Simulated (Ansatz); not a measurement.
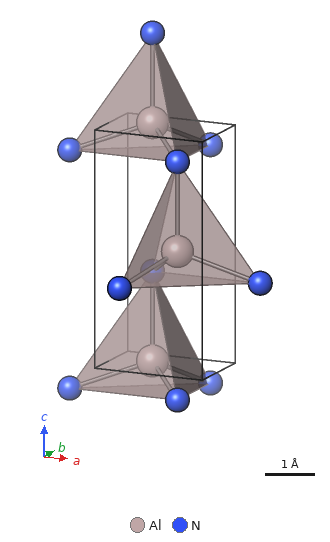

Fig. 1: The input geometry (polyhedral view of the cell of the calculation, seen slightly off an axis; polyhedra are completed across the faces of the cell).

# Geometry relaxation of AlN (part 1 of 2)

System: AlN (P6₃mc, 4 atoms in the cell).
Method: DFT, PBE, PAW with Ansatz's default frozen-core files, scalar-relativistic, no spin polarisation (Ansatz 0.2.0).

The structure was built on a prototype by a generator; it need not be a known phase. It belongs to a series of runs on one base structure; here: bulk cell relaxed.

## The program's output
```
Engine: ansatz 0.2.0, x86_64-unknown-linux-gnu
Pseudopotentials: kind: paw
Pseudopotential: Al, paw, valence charge 3, recommended cutoff 420 eV (normal), Al.paw.azcp
Pseudopotential: N, paw, valence charge 5, recommended cutoff 420 eV (normal), N.paw.azcp
Functional definition: PBE
  parameter kappa = 0.804
  parameter beta = 0.06672455060314922
  exchange = pbe_x(kappa = kappa, mu = beta*pi^2/3)
  correlation = pbe_c(beta = beta)
Crystal: 4 atoms, lattice volume = 40.000 Å³
Basis set: ecut = 420 eV, 785 PW (Γ), exchange–correlation on 48×48×72 points (8 copies of the dense FFT grid, shifted against one another)
Bands: 12, of which v1, the nominal top of the filled ones, is band 8 counted from 1 (7 counted from 0)
Symmetry: 12 space group operations
Space group: P63mc (ITA 186), of the structure as read, at distance tolerance 3.4e-5 Å
k-points: 76 of 1008 (time reversal used)
Non-local potential: Al, projectors of the file, l = 0: 2, l = 1: 2, l = 2: 1
Non-local potential: N, projectors of the file, l = 0: 2, l = 1: 2, l = 2: 1
PAW form: soft (Blöchl's): semilocal exchange-correlation on the pseudo side does not see the compensation charge
PAW one-centre angular grid: Al, 110 points (default); XC on 64 Gauss nodes
PAW one-centre angular grid: N, 110 points (default); XC on 64 Gauss nodes
Initial density: superposition of atomic densities (neutral atoms: chi_scale 0, normalization atom), corrected by the library's trained network
Initial wavefunctions: pseudopotential atomic-orbital guess
Functional: x = pbe(κ = 0.804, μ = 0.2195149727645171), c = pbe(β = 0.06672455060314922)
SCF iter   1: F=—  HF=-1848.390989 eV  |F-HF|=—  |Δ(HF+E_count)|=         —  Δρ=9.83e-4  dr2=2.68e-4  ethr=1.77e-3  ⟨swp⟩=6.3  Hψ=6271  notcnv=0
preconditioner: auto → none  [insulator: Δε(μ)=4.700 eV  Ē_g=13.462 eV  σ=0.020 eV  W_gap=1.00  n_scr=2 (ndim 8)  ℏωp=23.5 eV  f_vac=0.000  D(μ)=0.00/eV (n_scr^D=0)  ε∞_Penn≈4.0]
SCF iter   2: F=—  HF=-1848.391254 eV  |F-HF|=—  |Δ(HF+E_count)|=   2.66e-4  Δρ=4.28e-4  dr2=2.91e-5  ethr=1.67e-6  ⟨swp⟩=2.3  Hψ=2163  notcnv=0
SCF iter   3: F=—  HF=-1848.391083 eV  |F-HF|=—  |Δ(HF+E_count)|=   1.71e-4  Δρ=9.86e-5  dr2=1.32e-6  ethr=1.82e-7  ⟨swp⟩=2.8  Hψ=1646  notcnv=0
iter 4 did not close the SCF: its close was put off for the readings that it lacked (scf_convergence_deferred on its scf_iter line)
SCF iter   4: F=-1848.391088 eV  HF=-1848.391088 eV  |F-HF|=3.32e-8  |Δ(HF+E_count)|=   4.58e-6  Δρ=1.05e-5  dr2=1.70e-8  ethr=8.26e-9  ⟨swp⟩=2.1  Hψ=1483  notcnv=0
iter 5 did not close the SCF: its close was put off for the readings that it lacked (scf_convergence_deferred on its scf_iter line)
SCF iter   5: F=-1848.391088 eV  HF=-1848.391088 eV  |F-HF|=1.09e-10  |Δ(HF+E_count)|=   3.67e-8  Δρ=7.03e-7  dr2=6.78e-11  ethr=1.06e-10  ⟨swp⟩=2.1  Hψ=1502  notcnv=0
SCF iter   6: F=-1848.391088 eV  HF=-1848.391088 eV  |F-HF|=1.36e-12  |Δ(HF+E_count)|=  1.28e-10  Δρ=1.07e-7  dr2=2.65e-12  ethr=1.00e-12  ⟨swp⟩=3.1  Hψ=3970  notcnv=0
SCF 1 converged in 6 iterations: F = -1848.391088 eV  dr2 = 2.65e-12
  greatest PAW one-centre occupation: 0.791 electrons in one spin orbital (limit 2), on the N atom at site 2 (counted from 0), in its partial waves of l = 0
relax step   1: F+E_penalty+E_count = -1848.39108804 eV  Δ(F+E_penalty+E_count) = +0.000e0 eV  max|allowed force component| = 1.861e-1 eV/Å  Δτ_max = 0.0000 Å  P = +13.875 GPa  Ω = 40.000 Å³  (6 SCF iters, accepted)
Crystal: 4 atoms, lattice volume = 41.225 Å³
Initial density: handed on by an earlier stage of this run
Initial wavefunctions: those handed on with the density
iter 1 solved again at ethr=1.58e-4 eV; its pass at ethr=3.10e-3 eV (dr2=2.54e-2 eV) is discarded
SCF iter   1: F=—  HF=-1848.481493 eV  |F-HF|=—  |Δ(HF+E_count)|=         —  Δρ=7.40e-3  dr2=2.54e-2  ethr=1.58e-4  ⟨swp⟩=1.0  Hψ=6375  notcnv=0
preconditioner: auto → none  [insulator: Δε(μ)=4.326 eV  Ē_g=13.191 eV  σ=0.020 eV  W_gap=1.00  n_scr=2 (ndim 8)  ℏωp=23.1 eV  f_vac=0.000  D(μ)=0.00/eV (n_scr^D=0)  ε∞_Penn≈4.1]
SCF iter   2: F=—  HF=-1848.474168 eV  |F-HF|=—  |Δ(HF+E_count)|=   7.32e-3  Δρ=1.40e-3  dr2=8.50e-4  ethr=1.58e-4  ⟨swp⟩=2.3  Hψ=1664  notcnv=0
SCF iter   3: F=—  HF=-1848.473959 eV  |F-HF|=—  |Δ(HF+E_count)|=   2.09e-4  Δρ=4.94e-4  dr2=7.05e-5  ethr=5.31e-6  ⟨swp⟩=2.0  Hψ=1455  notcnv=0
SCF iter   4: F=—  HF=-1848.473711 eV  |F-HF|=—  |Δ(HF+E_count)|=   2.48e-4  Δρ=3.29e-5  dr2=2.11e-7  ethr=2.50e-9  ⟨swp⟩=6.0  Hψ=5624  notcnv=0
iter 5 did not close the SCF: its close was put off for the readings that it lacked (scf_convergence_deferred on its scf_iter line)
SCF iter   5: F=-1848.473711 eV  HF=-1848.473711 eV  |F-HF|=1.88e-9  |Δ(HF+E_count)|=   2.20e-7  Δρ=4.29e-6  dr2=5.05e-9  ethr=1.32e-9  ⟨swp⟩=2.4  Hψ=1485  notcnv=0
SCF iter   6: F=-1848.473711 eV  HF=-1848.473711 eV  |F-HF|=1.42e-10  |Δ(HF+E_count)|=   3.10e-9  Δρ=8.28e-7  dr2=1.78e-10  ethr=3.16e-11  ⟨swp⟩=4.1  Hψ=4418  notcnv=0
SCF 2 converged in 6 iterations: F = -1848.473711 eV  dr2 = 1.78e-10
  greatest PAW one-centre occupation: 0.789 electrons in one spin orbital (limit 2), on the N atom at site 3 (counted from 0), in its partial waves of l = 0
relax step   2: F+E_penalty+E_count = -1848.47371108 eV  Δ(F+E_penalty+E_count) = -8.262e-2 eV  max|allowed force component| = 1.329e-1 eV/Å  Δτ_max = 0.0076 Å  P = +6.552 GPa  Ω = 41.225 Å³  energy of the carried Pulay correction = -3.863e-3 eV  (6 SCF iters, dr2 threshold 4.00e-7 eV, accepted)
Crystal: 4 atoms, lattice volume = 42.403 Å³
Basis set: ecut = 420 eV, 833 PW (Γ), exchange–correlation on 48×48×72 points (8 copies of the dense FFT grid, shifted against one another)
iter 1 solved again at ethr=1.34e-4 eV; its pass at ethr=3.10e-3 eV (dr2=2.15e-2 eV) is discarded
SCF iter   1: F=—  HF=-1848.503393 eV  |F-HF|=—  |Δ(HF+E_count)|=         —  Δρ=6.66e-3  dr2=2.16e-2  ethr=1.34e-4  ⟨swp⟩=1.0  Hψ=6406  notcnv=0
preconditioner: auto → none  [insulator: Δε(μ)=4.036 eV  Ē_g=12.977 eV  σ=0.020 eV  W_gap=1.00  n_scr=2 (ndim 8)  ℏωp=22.8 eV  f_vac=0.000  D(μ)=0.00/eV (n_scr^D=0)  ε∞_Penn≈4.1]
SCF iter   2: F=—  HF=-1848.497203 eV  |F-HF|=—  |Δ(HF+E_count)|=   6.19e-3  Δρ=1.15e-3  dr2=6.47e-4  ethr=1.34e-4  ⟨swp⟩=2.3  Hψ=1658  notcnv=0
SCF iter   3: F=—  HF=-1848.497050 eV  |F-HF|=—  |Δ(HF+E_count)|=   1.53e-4  Δρ=4.30e-4  dr2=5.68e-5  ethr=4.04e-6  ⟨swp⟩=2.0  Hψ=1446  notcnv=0
SCF iter   4: F=—  HF=-1848.496799 eV  |F-HF|=—  |Δ(HF+E_count)|=   2.51e-4  Δρ=2.71e-5  dr2=1.43e-7  ethr=2.50e-9  ⟨swp⟩=6.0  Hψ=5617  notcnv=0
iter 5 did not close the SCF: its close was put off for the readings that it lacked (scf_convergence_deferred on its scf_iter line)
SCF iter   5: F=-1848.496799 eV  HF=-1848.496799 eV  |F-HF|=9.65e-9  |Δ(HF+E_count)|=   1.35e-7  Δρ=5.71e-6  dr2=7.22e-9  ethr=8.96e-10  ⟨swp⟩=2.7  Hψ=1599  notcnv=0
SCF iter   6: F=-1848.496799 eV  HF=-1848.496799 eV  |F-HF|=4.30e-11  |Δ(HF+E_count)|=   1.15e-8  Δρ=5.37e-7  dr2=8.78e-11  ethr=4.51e-11  ⟨swp⟩=4.4  Hψ=4502  notcnv=0
SCF 3 converged in 6 iterations: F = -1848.496799 eV  dr2 = 8.78e-11
  greatest PAW one-centre occupation: 0.787 electrons in one spin orbital (limit 2), on the N atom at site 3 (counted from 0), in its partial waves of l = 0
relax step   3: F+E_penalty+E_count = -1848.49679935 eV  Δ(F+E_penalty+E_count) = -2.309e-2 eV  max|allowed force component| = 2.637e-2 eV/Å  Δτ_max = 0.0049 Å  P = +0.430 GPa  Ω = 42.403 Å³  energy of the carried Pulay correction = -7.471e-3 eV  (6 SCF iters, dr2 threshold 4.00e-7 eV, accepted)
Crystal: 4 atoms, lattice volume = 42.492 Å³
iter 1 solved again at ethr=7.23e-7 eV; its pass at ethr=3.10e-3 eV (dr2=1.16e-4 eV) is discarded
SCF iter   1: F=—  HF=-1848.496976 eV  |F-HF|=—  |Δ(HF+E_count)|=         —  Δρ=4.95e-4  dr2=1.19e-4  ethr=7.23e-7  ⟨swp⟩=1.0  Hψ=5547  notcnv=0
preconditioner: auto → none  [insulator: Δε(μ)=4.053 eV  Ē_g=12.998 eV  σ=0.020 eV  W_gap=1.00  n_scr=2 (ndim 8)  ℏωp=22.8 eV  f_vac=0.000  D(μ)=0.00/eV (n_scr^D=0)  ε∞_Penn≈4.1]
SCF iter   2: F=—  HF=-1848.496696 eV  |F-HF|=—  |Δ(HF+E_count)|=   2.80e-4  Δρ=9.15e-5  dr2=3.97e-6  ethr=7.23e-7  ⟨swp⟩=2.4  Hψ=1372  notcnv=0
iter 3 did not close the SCF: its close was put off for the readings that it lacked (scf_convergence_deferred on its scf_iter line)
SCF iter   3: F=-1848.496695 eV  HF=-1848.496695 eV  |F-HF|=3.89e-8  |Δ(HF+E_count)|=   9.37e-7  Δρ=3.28e-5  dr2=3.14e-7  ethr=2.48e-8  ⟨swp⟩=2.0  Hψ=1451  notcnv=0
iter 4 did not close the SCF: its close was put off for the readings that it lacked (scf_convergence_deferred on its scf_iter line)
SCF iter   4: F=-1848.496695 eV  HF=-1848.496695 eV  |F-HF|=5.33e-10  |Δ(HF+E_count)|=   1.57e-8  Δρ=2.51e-6  dr2=1.36e-9  ethr=1.97e-9  ⟨swp⟩=2.1  Hψ=1521  notcnv=0
iter 5 did not close the SCF: its close was put off for the readings that it lacked (scf_convergence_deferred on its scf_iter line)
SCF iter   5: F=-1848.496695 eV  HF=-1848.496695 eV  |F-HF|=9.85e-11  |Δ(HF+E_count)|=  6.57e-10  Δρ=6.00e-7  dr2=7.05e-11  ethr=8.48e-12  ⟨swp⟩=2.5  Hψ=1529  notcnv=0
SCF iter   6: F=-1848.496695 eV  HF=-1848.496695 eV  |F-HF|=4.55e-13  |Δ(HF+E_count)|=  1.14e-10  Δρ=3.76e-8  dr2=4.38e-13  ethr=1.00e-12  ⟨swp⟩=3.8  Hψ=4058  notcnv=0
SCF 4 converged in 6 iterations: F = -1848.496695 eV  dr2 = 4.38e-13
relax step   4: F+E_penalty+E_count = -1848.49669544 eV  Δ(F+E_penalty+E_count) = +1.039e-4 eV  max|allowed force component| = 1.058e-2 eV/Å  Δτ_max = 0.0006 Å  P = -0.002 GPa  Ω = 42.492 Å³  energy of the carried Pulay correction = -7.740e-3 eV  (6 SCF iters, dr2 threshold 4.00e-7 eV, accepted)
Crystal: 4 atoms, lattice volume = 42.491 Å³
iter 1 solved again at ethr=2.07e-8 eV; its pass at ethr=3.10e-3 eV (dr2=3.31e-6 eV) is discarded
SCF iter   1: F=—  HF=-1848.496954 eV  |F-HF|=—  |Δ(HF+E_count)|=         —  Δρ=9.06e-5  dr2=3.62e-6  ethr=2.07e-8  ⟨swp⟩=1.8  Hψ=5669  notcnv=0
preconditioner: auto → none  [insulator: Δε(μ)=4.054 eV  Ē_g=13.001 eV  σ=0.020 eV  W_gap=1.00  n_scr=2 (ndim 8)  ℏωp=22.8 eV  f_vac=0.000  D(μ)=0.00/eV (n_scr^D=0)  ε∞_Penn≈4.1]
SCF iter   2: F=—  HF=-1848.496708 eV  |F-HF|=—  |Δ(HF+E_count)|=   2.45e-4  Δρ=2.98e-5  dr2=2.91e-7  ethr=2.07e-8  ⟨swp⟩=2.3  Hψ=1417  notcnv=0
iter 3 did not close the SCF: its close was put off for the readings that it lacked (scf_convergence_deferred on its scf_iter line)
SCF iter   3: F=-1848.496708 eV  HF=-1848.496708 eV  |F-HF|=9.06e-10  |Δ(HF+E_count)|=   6.77e-8  Δρ=6.91e-6  dr2=8.48e-9  ethr=1.82e-9  ⟨swp⟩=2.9  Hψ=1454  notcnv=0
iter 4 did not close the SCF: its close was put off for the readings that it lacked (scf_convergence_deferred on its scf_iter line)
SCF iter   4: F=-1848.496708 eV  HF=-1848.496708 eV  |F-HF|=4.11e-10  |Δ(HF+E_count)|=   1.56e-9  Δρ=1.31e-6  dr2=5.85e-10  ethr=5.30e-11  ⟨swp⟩=2.0  Hψ=1521  notcnv=0
iter 5 did not close the SCF: its close was put off for the readings that it lacked (scf_convergence_deferred on its scf_iter line)
SCF iter   5: F=-1848.496708 eV  HF=-1848.496708 eV  |F-HF|=2.73e-12  |Δ(HF+E_count)|=  1.27e-10  Δρ=2.12e-7  dr2=8.12e-12  ethr=3.65e-12  ⟨swp⟩=2.1  Hψ=1348  notcnv=0
SCF iter   6: F=-1848.496708 eV  HF=-1848.496708 eV  |F-HF|=2.27e-13  |Δ(HF+E_count)|=  3.87e-12  Δρ=3.42e-8  dr2=1.78e-13  ethr=1.00e-12  ⟨swp⟩=3.1  Hψ=3351  notcnv=0
SCF 5 converged in 6 iterations: F = -1848.496708 eV  dr2 = 1.78e-13
relax step   5: F+E_penalty+E_count = -1848.49670821 eV  Δ(F+E_penalty+E_count) = -1.276e-5 eV  max|allowed force component| = 5.117e-4 eV/Å  Δτ_max = 0.0005 Å  P = +0.001 GPa  Ω = 42.491 Å³  energy of the carried Pulay correction = -7.737e-3 eV  (6 SCF iters, accepted)
Initial wavefunctions: pseudopotential atomic-orbital guess (no wavefunctions were taken with the density)
iter 1 solved again at ethr=9.60e-8 eV; its pass at ethr=3.10e-3 eV (dr2=1.54e-5 eV) is discarded
SCF iter   1: F=—  HF=-1848.508004 eV  |F-HF|=—  |Δ(HF+E_count)|=         —  Δρ=4.27e-4  dr2=1.17e-5  ethr=9.60e-8  ⟨swp⟩=3.0  Hψ=8629  notcnv=0
preconditioner: auto → none  [insulator: Δε(μ)=4.055 eV  Ē_g=13.002 eV  σ=0.020 eV  W_gap=1.00  n_scr=2 (ndim 8)  ℏωp=22.8 eV  f_vac=0.000  D(μ)=0.00/eV (n_scr^D=0)  ε∞_Penn≈4.1]
SCF iter   2: F=—  HF=-1848.507782 eV  |F-HF|=—  |Δ(HF+E_count)|=   2.21e-4  Δρ=2.01e-4  dr2=2.06e-6  ethr=7.34e-8  ⟨swp⟩=2.2  Hψ=1397  notcnv=0
SCF iter   3: F=—  HF=-1848.507792 eV  |F-HF|=—  |Δ(HF+E_count)|=   9.48e-6  Δρ=3.79e-5  dr2=9.34e-8  ethr=1.28e-8  ⟨swp⟩=2.5  Hψ=1537  notcnv=0
SCF iter   4: F=—  HF=-1848.507792 eV  |F-HF|=—  |Δ(HF+E_count)|=   3.46e-7  Δρ=3.46e-6  dr2=1.40e-9  ethr=5.84e-10  ⟨swp⟩=2.0  Hψ=1520  notcnv=0
iter 5 did not close the SCF: its close was put off for the readings that it lacked (scf_convergence_deferred on its scf_iter line)
SCF iter   5: F=-1848.507792 eV  HF=-1848.507792 eV  |F-HF|=3.41e-12  |Δ(HF+E_count)|=   2.72e-9  Δρ=1.94e-7  dr2=1.00e-11  ethr=8.77e-12  ⟨swp⟩=2.1  Hψ=1496  notcnv=0
SCF iter   6: F=-1848.507792 eV  HF=-1848.507792 eV  |F-HF|=6.82e-13  |Δ(HF+E_count)|=  4.55e-13  Δρ=4.21e-8  dr2=2.95e-13  ethr=1.00e-12  ⟨swp⟩=3.7  Hψ=3472  notcnv=0
SCF 6 converged in 6 iterations: F = -1848.507792 eV  dr2 = 2.95e-13
relax step   6: F+E_penalty+E_count = -1848.50779226 eV  Δ(F+E_penalty+E_count) = -1.108e-2 eV  max|allowed force component| = 8.634e-4 eV/Å  Δτ_max = 0.0000 Å  P = +0.421 GPa  Ω = 42.491 Å³  stress off target by 4.86e-1 GPa  SCF on the basis re-selected at this cell (its energy is not comparable with the rows above)  (6 SCF iters)
basis re-selected at this cell: Δ(F+E_penalty+E_count) = -1.108e-2 eV, ΔP = +0.420 GPa vs the last step (what re-selecting the basis moved, of the pressure what is left beyond the Pulay correction that the steps carried, after the strain that the cell walked since its last selection, with what the two solves' SCF thresholds leave and, on support functions, any second-order correction that the steps lacked; it is no measure of the basis error at this ecutwfc). This SCF's stress stands 4.86e-1 GPa from its target on what of the cell is left free (relax.cell.stress_tol is 5.00e-2 GPa) and its largest allowed force component is 8.63e-4 eV/Å (relax.f_tol is 5.00e-3 eV/Å): not within both, so this SCF does not close the relaxation
Crystal: 4 atoms, lattice volume = 42.580 Å³
iter 1 solved again at ethr=6.76e-7 eV; its pass at ethr=3.10e-3 eV (dr2=1.08e-4 eV) is discarded
SCF iter   1: F=—  HF=-1848.507921 eV  |F-HF|=—  |Δ(HF+E_count)|=         —  Δρ=4.78e-4  dr2=1.11e-4  ethr=6.76e-7  ⟨swp⟩=1.0  Hψ=5551  notcnv=0
preconditioner: auto → none  [insulator: Δε(μ)=4.032 eV  Ē_g=12.982 eV  σ=0.020 eV  W_gap=1.00  n_scr=2 (ndim 8)  ℏωp=22.8 eV  f_vac=0.000  D(μ)=0.00/eV (n_scr^D=0)  ε∞_Penn≈4.1]
SCF iter   2: F=—  HF=-1848.507645 eV  |F-HF|=—  |Δ(HF+E_count)|=   2.77e-4  Δρ=8.70e-5  dr2=3.60e-6  ethr=6.76e-7  ⟨swp⟩=2.4  Hψ=1369  notcnv=0
iter 3 did not close the SCF: its close was put off for the readings that it lacked (scf_convergence_deferred on its scf_iter line)
SCF iter   3: F=-1848.507644 eV  HF=-1848.507644 eV  |F-HF|=4.82e-8  |Δ(HF+E_count)|=   8.87e-7  Δρ=3.13e-5  dr2=3.00e-7  ethr=2.25e-8  ⟨swp⟩=2.0  Hψ=1449  notcnv=0
iter 4 did not close the SCF: its close was put off for the readings that it lacked (scf_convergence_deferred on its scf_iter line)
SCF iter   4: F=-1848.507644 eV  HF=-1848.507644 eV  |F-HF|=7.47e-10  |Δ(HF+E_count)|=   2.45e-8  Δρ=1.81e-6  dr2=6.84e-10  ethr=1.87e-9  ⟨swp⟩=2.1  Hψ=1527  notcnv=0
iter 5 did not close the SCF: its close was put off for the readings that it lacked (scf_convergence_deferred on its scf_iter line)
SCF iter   5: F=-1848.507644 eV  HF=-1848.507644 eV  |F-HF|=1.52e-11  |Δ(HF+E_count)|=  8.47e-10  Δρ=2.74e-7  dr2=1.98e-11  ethr=4.27e-12  ⟨swp⟩=2.4  Hψ=1449  notcnv=0
SCF iter   6: F=-1848.507644 eV  HF=-1848.507644 eV  |F-HF|=6.82e-13  |Δ(HF+E_count)|=  2.09e-11  Δρ=4.68e-8  dr2=6.23e-13  ethr=1.00e-12  ⟨swp⟩=4.0  Hψ=3805  notcnv=0
SCF 7 converged in 6 iterations: F = -1848.507644 eV  dr2 = 6.23e-13
relax step   7: F+E_penalty+E_count = -1848.50764383 eV  Δ(F+E_penalty+E_count) = +1.484e-4 eV  max|allowed force component| = 8.512e-4 eV/Å  Δτ_max = 0.0001 Å  P = +0.006 GPa  Ω = 42.580 Å³  energy of the carried Pulay correction = -2.754e-4 eV  (6 SCF iters, dr2 threshold 4.00e-7 eV, accepted)
iter 1 solved again at ethr=6.82e-9 eV; its pass at ethr=3.10e-3 eV (dr2=1.09e-6 eV) is discarded
SCF iter   1: F=—  HF=-1848.508169 eV  |F-HF|=—  |Δ(HF+E_count)|=         —  Δρ=1.46e-5  dr2=1.91e-8  ethr=6.82e-9  ⟨swp⟩=3.2  Hψ=8930  notcnv=0
preconditioner: auto → none  [insulator: Δε(μ)=4.034 eV  Ē_g=12.985 eV  σ=0.020 eV  W_gap=1.00  n_scr=2 (ndim 8)  ℏωp=22.8 eV  f_vac=0.000  D(μ)=0.00/eV (n_scr^D=0)  ε∞_Penn≈4.1]
SCF iter   2: F=—  HF=-1848.507924 eV  |F-HF|=—  |Δ(HF+E_count)|=   2.45e-4  Δρ=6.92e-6  dr2=4.83e-9  ethr=1.19e-10  ⟨swp⟩=3.1  Hψ=1785  notcnv=0
SCF iter   3: F=—  HF=-1848.507924 eV  |F-HF|=—  |Δ(HF+E_count)|=   6.18e-9  Δρ=3.74e-6  dr2=1.06e-9  ethr=3.02e-11  ⟨swp⟩=2.0  Hψ=1350  notcnv=0
iter 4 did not close the SCF: its close was put off for the readings that it lacked (scf_convergence_deferred on its scf_iter line)
SCF iter   4: F=-1848.507924 eV  HF=-1848.507924 eV  |F-HF|=4.55e-13  |Δ(HF+E_count)|=   3.03e-9  Δρ=2.61e-7  dr2=1.25e-11  ethr=6.61e-12  ⟨swp⟩=2.0  Hψ=1517  notcnv=0
iter 5 did not close the SCF: its close was put off for the readings that it lacked (scf_convergence_deferred on its scf_iter line)
SCF iter   5: F=-1848.507924 eV  HF=-1848.507924 eV  |F-HF|=2.27e-13  |Δ(HF+E_count)|=  1.14e-12  Δρ=9.63e-8  dr2=1.93e-12  ethr=1.00e-12  ⟨swp⟩=1.0  Hψ=912  notcnv=0
iter 6 did not close the SCF: its close was put off for the readings that it lacked (scf_convergence_deferred on its scf_iter line)
SCF iter   6: F=-1848.507924 eV  HF=-1848.507924 eV  |F-HF|=9.09e-13  |Δ(HF+E_count)|=  1.14e-12  Δρ=2.33e-8  dr2=8.57e-14  ethr=1.00e-12  ⟨swp⟩=1.0  Hψ=912  notcnv=0
iter 7 did not close the SCF: its close was put off for the readings that it lacked (scf_convergence_deferred on its scf_iter line)
SCF iter   7: F=-1848.507924 eV  HF=-1848.507924 eV  |F-HF|=0.00e0  |Δ(HF+E_count)|=  4.55e-13  Δρ=7.94e-9  dr2=1.10e-14  ethr=1.00e-12  ⟨swp⟩=1.0  Hψ=912  notcnv=0
SCF iter   8: F=-1848.507924 eV  HF=-1848.507924 eV  |F-HF|=4.55e-13  |Δ(HF+E_count)|=  4.55e-13  Δρ=2.70e-9  dr2=1.14e-15  ethr=1.00e-12  ⟨swp⟩=2.0  Hψ=2688  notcnv=0
SCF 8 converged in 8 iterations: F = -1848.507924 eV  dr2 = 1.14e-15
relax step   8: F+E_penalty+E_count = -1848.50792426 eV  Δ(F+E_penalty+E_count) = -2.804e-4 eV  max|allowed force component| = 8.703e-4 eV/Å  Δτ_max = 0.0000 Å  P = +0.011 GPa  Ω = 42.580 Å³  stress off target by 1.17e-2 GPa  SCF on the basis re-selected at this cell (its energy is not comparable with the rows above)  (8 SCF iters)
```
